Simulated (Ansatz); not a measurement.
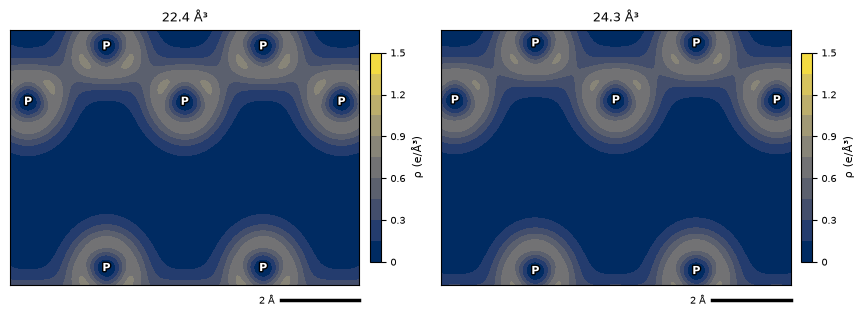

P. The valence pseudo-density of cells scaled evenly to different volumes (given per atom above each panel), on the (101̄) plane of each (indices in the axes of the cell below), at one length scale and on one colour scale.

A generated structure, not necessarily the stable one.

These are results of Ansatz, DFT, BLYP, plane waves (420 eV) with PAW, scalar-relativistic, not measurements.

The density is the valence pseudo-density of a PAW calculation; it isn't the true density close to the nuclei.

The largest cell:

```
CELL_PARAMETERS angstrom
0.00000 2.89498 2.89498
2.89498 0.00000 2.89498
2.89498 2.89498 0.00000
ATOMIC_POSITIONS crystal
P 0.12500 0.12500 0.12500
P 0.87500 0.87500 0.87500
```

| volume (Å³/atom) | P–P contact in the plane (Å) | ρ at its midpoint (e/Å³) | 
| --- | --- | --- |
| 22.40 | 2.441 | 0.508 | 
| 23.33 | 2.475 | ? | 
| 24.26 | 2.507 | 0.457 | 

**Estimate the missing row, and compare with the calculation.**

Over the known rows ln ρ falls by 1.60 per Å of P–P distance (the line through the two), which gives 0.481 e/Å³ at 2.475 Å; the calculation gives 0.482 e/Å³.
